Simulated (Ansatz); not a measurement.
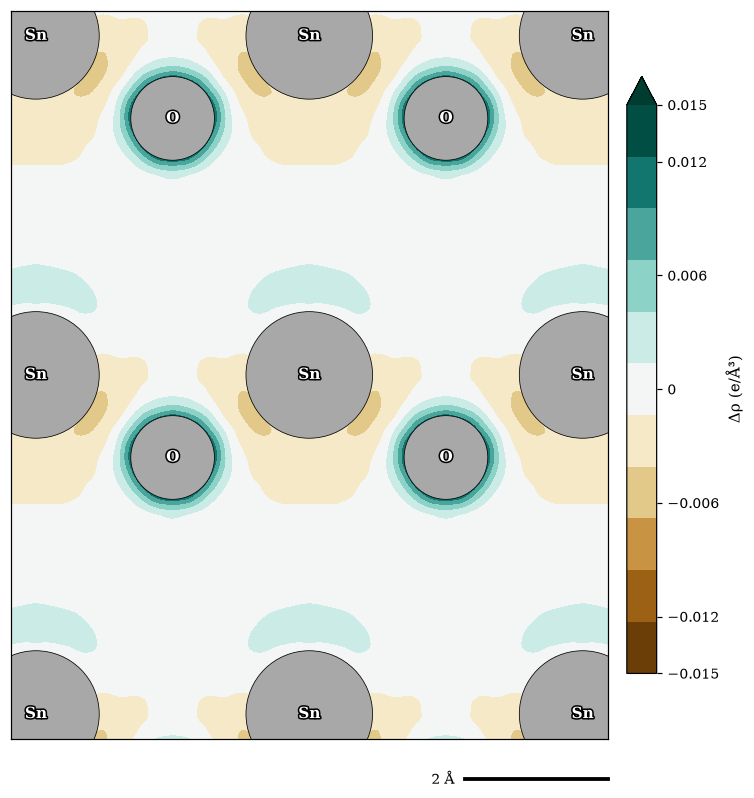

SnO. Difference of the valence pseudo-densities of two functionals at the same geometry, on the (100) plane of the calculation cell: one of PBE and PBEsol less the other.

Space group P4/nmm.

Both computed with Ansatz (plane waves, PAW), on the same k-point mesh. Grey discs cover the atomic cores.

```
Sn O
1.0
     3.83656    0.00000    0.00000
     0.00000    3.83656    0.00000
     0.00000    0.00000    4.75945
Sn O
2 2
Direct
  0.50000 0.00000 0.24347
  0.00000 0.50000 0.75653
  0.00000 0.00000 0.00000
  0.50000 0.50000 0.00000
```

Which was subtracted from which, and what does the map show?

Answer. It is PBE less PBEsol. Against PBEsol, PBE gives a change of −0.004 e/Å³ at the midpoint of Sn–O.
